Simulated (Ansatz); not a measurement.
# WSi$_{2}$: a changed input and its effect

System: WSi$_{2}$ (I4/mmm, 3 atoms in the cell).
Method of the first run: DFT, PBE, all-electron LAPW, scalar-relativistic, no spin polarisation (Ansatz 0.2.0).

Text and figures count atoms from 1; the logs count them from 0 in places.

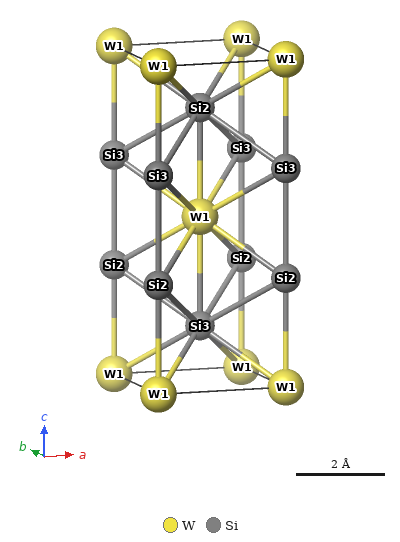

Figure 1. The input geometry (ball-and-stick view of the cell 2 times as large as that of the calculation, set on its symmetry axes, seen slightly off an axis; atoms are numbered from 1 in the order of the input).

### The input, the first run
```yaml
crystal:
  lattice:
    - [-1.5419216479, 1.5419216479, 3.7955978364]
    - [1.5419216479, -1.5419216479, 3.7955978364]
    - [1.5419216479, 1.5419216479, -3.7955978364]
  atoms:
    - { symbol: W, position: [0.0, 0.0, 0.0] }
    - { symbol: Si, position: [0.3326133814, 0.3326133814, 0.0] }
    - { symbol: Si, position: [-0.3326133814, -0.3326133814, 0.0] }
kpoints:
  mp_grid: { grid: [14, 14, 14] }
scf:
  occupations: { method: fermi_dirac, width: 0.1 }
hamiltonian:
  xc: pbe
  pseudopotentials: { kind: all_electron, lapw: { basis_error: 0.001 } }
output:
  forces: true
  stress: true
  eigenvalues: true
  populations: true
```

Command:
```bash
ansatz run input.yaml --threads 1 --pin off --max-ram 3072MiB --backend cpu --events-out ev --progress --plain --runs-dir out
```

Hardware: 1 thread of AMD EPYC (Zen 3), 32 GiB of memory available, shared host.

### Output, shortened to warnings, some set-up lines, iterations and results (the first run)
```
Basis set: ecut = 262.999649555063 eV, 331 PW (Γ), FFT grids on a1+a3, a2+a3, a3, exchange–correlation at level 2
Symmetry: 16 space group operations
k-points: 244 of 2744
Initial density: superposition of atomic densities (chi_scale 0.1, normalization cell, long waves kept (reshape's long-wave potential 0.00 eV rms))
[...]
SCF iter   1: F=—  HF=-454987.448069 eV  |F-HF|=—  |Δ(HF+E_count)|=         —  Δρ=2.92e-2  dr2=2.19e-1  ethr=3.52e-4  ⟨swp⟩=2.8  Hψ=60572  notcnv=0
SCF iter   2: F=—  HF=-454987.344821 eV  |F-HF|=—  |Δ(HF+E_count)|=   1.03e-1  Δρ=2.13e-2  dr2=2.11e-1  ethr=3.52e-4  ⟨swp⟩=2.0  Hψ=26046  notcnv=0
SCF iter   3: F=—  HF=-454987.294735 eV  |F-HF|=—  |Δ(HF+E_count)|=   5.01e-2  Δρ=1.16e-2  dr2=4.95e-2  ethr=3.41e-4  ⟨swp⟩=2.0  Hψ=26369  notcnv=0
SCF iter   4: F=—  HF=-454987.278904 eV  |F-HF|=—  |Δ(HF+E_count)|=   1.58e-2  Δρ=3.93e-3  dr2=7.48e-3  ethr=7.98e-5  ⟨swp⟩=2.0  Hψ=25886  notcnv=0
SCF iter   5: F=—  HF=-454987.279289 eV  |F-HF|=—  |Δ(HF+E_count)|=         —  Δρ=8.97e-4  dr2=5.82e-4  ethr=9.40e-7  ⟨swp⟩=2.0  Hψ=44767  notcnv=0
SCF iter   6: F=—  HF=-454987.277915 eV  |F-HF|=—  |Δ(HF+E_count)|=   1.37e-3  Δρ=3.69e-4  dr2=4.92e-5  ethr=9.39e-7  ⟨swp⟩=2.0  Hψ=25923  notcnv=0
SCF iter   7: F=—  HF=-454987.277908 eV  |F-HF|=—  |Δ(HF+E_count)|=   7.30e-6  Δρ=1.70e-4  dr2=1.51e-5  ethr=7.94e-8  ⟨swp⟩=2.0  Hψ=25921  notcnv=0
SCF iter   8: F=—  HF=-454987.277906 eV  |F-HF|=—  |Δ(HF+E_count)|=   1.72e-6  Δρ=3.72e-5  dr2=5.21e-7  ethr=2.43e-8  ⟨swp⟩=2.0  Hψ=25921  notcnv=0
SCF iter   9: F=-454987.277906 eV  HF=-454987.277906 eV  |F-HF|=1.68e-8  |Δ(HF+E_count)|=   1.94e-8  Δρ=1.11e-5  dr2=4.32e-8  ethr=8.40e-10  ⟨swp⟩=2.0  Hψ=25932  notcnv=0
SCF 1 converged in 9 iterations: F = -454987.277906 eV  dr2 = 4.32e-8
SCF converged after 9 iterations
Free energy (F): -454987.277906 eV
Harris-Foulkes:  -454987.277906 eV  (|F-HF|=1.68e-8)
Internal energy: -454987.269272 eV  (E = F + TS)
E sigma→0 (E₀):  -454987.273589 eV
Entropy (-TS):   -0.008634 eV (-2.878 meV/atom)
Fermi energy:    23.294923 eV
--- Per-component energies (eV) ---
  E_band       = -3348.936178
  E_kinetic    = 507735.566600
  E_xc         = -9979.500843
  E_electrostatic = -952743.335028  (all electrons and nuclei)
  E_smearing   = -0.008634  (= −TS)
  E_closure    = 0.000000  (closes the sum)
  E_atoms      = -454964.502389  (free atoms, spherical and without spin; not in F)
  Σ components = -454987.277906   (vs F -454987.277906, Δ=0.00e0)
  Basis errors (estimates in eV, not in F): energy 3.2e-4 per atom: plane waves 2.8e-4 (1.5e-4 summed), levels above the bands 1.9e-40, relativity 3.1e-8, radial functions 4.2e-5, core shells 9.0e-7; eigenvalues (radial functions only) 1.9e-6; not estimated: angular momenta, meshes, grids; target …
--- Forces (eV/Å), atoms counted from 1 ---
  atom   1  W     -0.00000000     0.00000000     0.00000000
  atom   2  Si     0.00000000     0.00000000     0.00516247
  atom   3  Si     0.00000000     0.00000000    -0.00516247
  max |Σ_I F_I| component: 1.39e-17 eV/Å
--- Stress (GPa, compression-positive) ---
       36.481049      -0.000000       0.000000
       -0.000000      36.481049       0.000000
        0.000000       0.000000      36.424711
  P = ⅓ Tr σ = 36.4623 GPa (364.623 kbar)
--- Löwdin populations: 3 sites ---
  site symbol       q [e]
     0      W     74.0313
     1     Si     13.8671
     2     Si     13.8671
  spilling = 0.002299 (of n_electrons = 102.000000)
```

For the second run the input was changed thus:
```diff
-  pseudopotentials: { kind: all_electron, lapw: { basis_error: 0.001 } }
+  pseudopotentials: { kind: paw }
```

Predict how the results change.

The total energies belong to different models, so their difference says nothing on which is more stable or more accurate. The pressure goes from 36.46 to 36.65 GPa. The SCF takes 6 iterations against 9. The plane waves at Γ go from 331 to 737. On the same kind of shared host the second run took about 0.08 times as long. The two runs start from different initial densities, which also moves the count.

### Output, shortened to warnings, some set-up lines, iterations and results (the second run)
```
Basis set: ecut = 420 eV, 737 PW (Γ), FFT grids on a1+a3, a2+a3, a3, exchange–correlation on 48×48×60 points (8 copies of the dense FFT grid, shifted against one another)
Symmetry: 16 space group operations
k-points: 244 of 2744
Initial density: superposition of atomic densities (neutral atoms: chi_scale 0, normalization atom), corrected by the library's trained network
[...]
SCF iter   1: F=—  HF=-11656.963650 eV  |F-HF|=—  |Δ(HF+E_count)|=         —  Δρ=4.39e-3  dr2=6.15e-3  ethr=1.77e-3  ⟨swp⟩=5.1  Hψ=21222  notcnv=0
SCF iter   2: F=—  HF=-11656.962934 eV  |F-HF|=—  |Δ(HF+E_count)|=   7.16e-4  Δρ=2.59e-3  dr2=2.34e-3  ethr=2.79e-5  ⟨swp⟩=1.0  Hψ=5612  notcnv=0
SCF iter   3: F=—  HF=-11656.962438 eV  |F-HF|=—  |Δ(HF+E_count)|=   4.96e-4  Δρ=2.58e-4  dr2=2.04e-5  ethr=1.06e-5  ⟨swp⟩=2.1  Hψ=5060  notcnv=0
SCF iter   4: F=—  HF=-11656.962437 eV  |F-HF|=—  |Δ(HF+E_count)|=   1.91e-6  Δρ=6.87e-5  dr2=3.48e-6  ethr=9.29e-8  ⟨swp⟩=2.0  Hψ=5346  notcnv=0
SCF iter   5: F=-11656.962436 eV  HF=-11656.962436 eV  |F-HF|=1.62e-9  |Δ(HF+E_count)|=   7.40e-7  Δρ=2.24e-5  dr2=9.83e-8  ethr=1.58e-8  ⟨swp⟩=2.4  Hψ=5167  notcnv=0
SCF iter   6: F=-11656.962436 eV  HF=-11656.962436 eV  |F-HF|=3.37e-9  |Δ(HF+E_count)|=   3.90e-9  Δρ=3.82e-6  dr2=6.09e-9  ethr=4.47e-10  ⟨swp⟩=2.2  Hψ=13460  notcnv=0
SCF 1 converged in 6 iterations: F = -11656.962436 eV  dr2 = 6.09e-9
SCF converged after 6 iterations
Free energy (F): -11656.962436 eV
Harris-Foulkes:  -11656.962436 eV  (|F-HF|=3.37e-9)
Internal energy: -11656.953799 eV  (E = F + TS)
E sigma→0 (E₀):  -11656.958118 eV
Entropy (-TS):   -0.008637 eV (-2.879 meV/atom)
Fermi energy:    19.059976 eV
--- Per-component energies (eV) ---
  E_band       = -34.594922
  E_kinetic    = 553.907620
  E_local      = -868.852631  (includes V_loc(G=0)·N_el)
  E_nonlocal   = 52.705603
  E_hartree    = 351.999752
  E_xc         = -386.613683
  E_vxc        = -344.729072  (∫ρ·V_xc dr)
  E_paw        = -9589.391250  (= ΣΔE_a)
  E_vpaw       = -131.627979  (= ΣTr[D̂ρ^β])
  E_aug_tail   = -0.000056  (compensation charges beyond the density's cutoff)
  E_ewald      = -1770.709153
  E_smearing   = -0.008637  (= −TS)
  E_closure    = 0.000000  (closes the sum)
  Σ components = -11656.962436   (vs F -11656.962436, Δ=0.00e0)
--- Forces (eV/Å), atoms counted from 1 ---
  atom   1  W      0.00000000     0.00000000    -0.00000000
  atom   2  Si    -0.00000000    -0.00000000     0.00002216
  atom   3  Si    -0.00000000    -0.00000000    -0.00002216
  max |Σ_I F_I| component: 1.25e-16 eV/Å
--- Stress (GPa, compression-positive) ---
       36.643612       0.000000      -0.000000
        0.000000      36.643612       0.000000
        0.000000       0.000000      36.648786
  P = ⅓ Tr σ = 36.6453 GPa (366.453 kbar)
--- Löwdin populations: 3 sites ---
  site symbol       q [e]
     0      W     14.0224
     1     Si      3.8652
     2     Si      3.8652
  spilling = 0.011236 (of n_electrons = 22.000000)
```

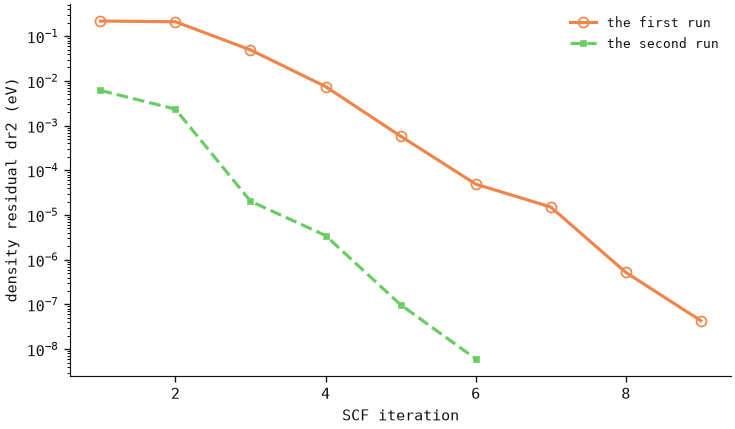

Figure 2. Convergence of the two runs: density residual dr2 against the SCF iteration. The first run takes 9 iterations in all, and the second run takes 6.

### The two runs side by side

| quantity | the first run | the second run |
| --- | --- | --- |
| outcome | converged | converged |
| free energy per atom (eV) | −151662.4260 | −3885.6541 |
| energy per atom, smearing taken to zero (eV) | −151662.4245 | −3885.6527 |
| pressure (GPa) | 36.46 | 36.65 |
| largest force (eV/Å) | 0.005 | 0.000 |
| SCF iterations | 9 | 6 |
| irreducible k-points | 244 | 244 |
| plane waves at Γ | 331 | 737 |
| wall time (shared host) | 73 s | 5.9 s |

For both runs: Spin–orbit coupling is left out, which matters for W. For the first run: The cell is under a pressure of 36 GPa at this level, so it is not at its equilibrium volume. For the second run: The cell is under a pressure of 37 GPa at this level, so it is not at its equilibrium volume.
